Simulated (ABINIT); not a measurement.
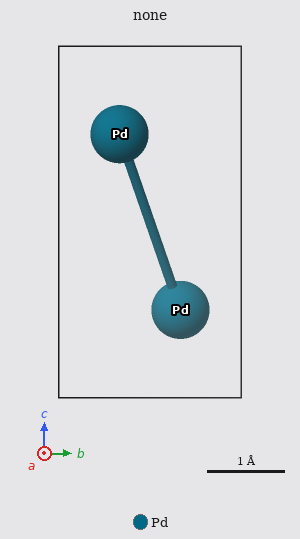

Solid Pd (set up in P6_3/mmc), relaxed (cell and atoms) with several dispersion corrections. The picture shows the result with none. A ball-and-stick model of the cell of the calculation, seen along the a axis.

Computed with ABINIT 10.8.3: PBE, JTH PAW PBE v2.0. Settings: plane-wave cutoff 598.7 eV; k-point mesh 11 × 11 × 6; occupations fermi-dirac; smearing width 0.05 eV; no spin polarisation.

```json
{"dispersion correction": "none", "volume (Å³/atom)": "15.384", "a (Å)": "2.774", "c (Å)": "4.618"}
{"dispersion correction": "D3", "volume (Å³/atom)": "?", "a (Å)": "?", "c (Å)": "?"}
{"dispersion correction": "D2", "volume (Å³/atom)": "14.770", "a (Å)": "2.731", "c (Å)": "4.572"}
{"dispersion correction": "D3(BJ)", "volume (Å³/atom)": "14.765", "a (Å)": "2.735", "c (Å)": "4.559"}
```

> Fill in the missing row.

With D3 the volume is the smallest of the series, below D3(BJ) (14.765). The calculation gives 14.735 Å³/atom (a = 2.733 Å, c = 4.557 Å). In order of volume: D3 < D3(BJ) ≈ D2 < none; the spread is 4.4 %.

Each member starts from this one structure; whether another phase lies lower wasn't checked.
